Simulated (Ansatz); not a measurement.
Read the following structure.

```
Al N
1.0
     3.13020    0.00000    0.00000
    -1.56510    2.71084    0.00000
     0.00000    0.00000    5.01802
Al N
2 2
Cartesian
  1.5651 0.9036 5.0084
  0.0000 1.8072 2.4994
  1.5651 0.9036 1.9051
  0.0000 1.8072 4.4141
```

**What crystal do these data define?**

Its composition is AlN. It takes space group P6_3mc (No. 186) on a primitive hexagonal lattice. Among the common structure types it is wurtzite. Atoms per cell: 4 (2 Al, 2 N). The neighbours of Al are four N in a tetrahedral arrangement at 1.90 to 1.91 Å. N is linked to four Al in a tetrahedral arrangement at 1.90 to 1.91 Å. The bonds build a three-dimensional framework.

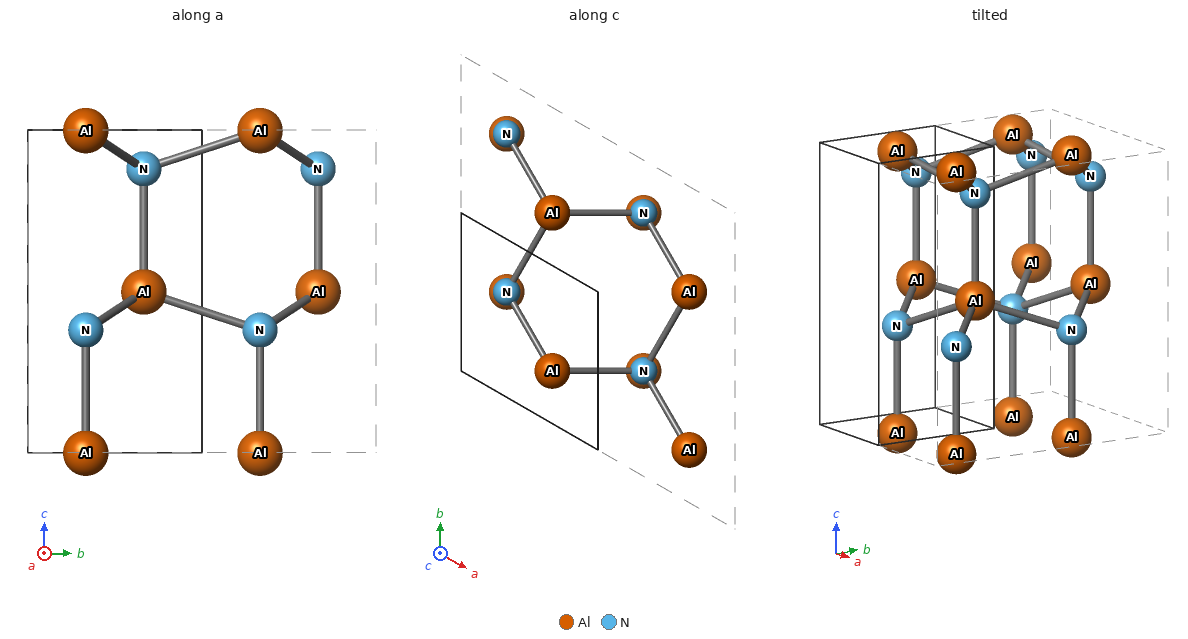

Ball-and-stick drawing of the structure, looking along the a axis, along the c axis and slightly off an axis. A block of 2×2×1 cells is shown, with one conventional unit cell in solid outline.

Its origin is a structure listed in the Materials Project. The atoms were relaxed in a fixed cell with DFT PBE, scalar-relativistic, plane waves, PAW in Ansatz 0.2.0.
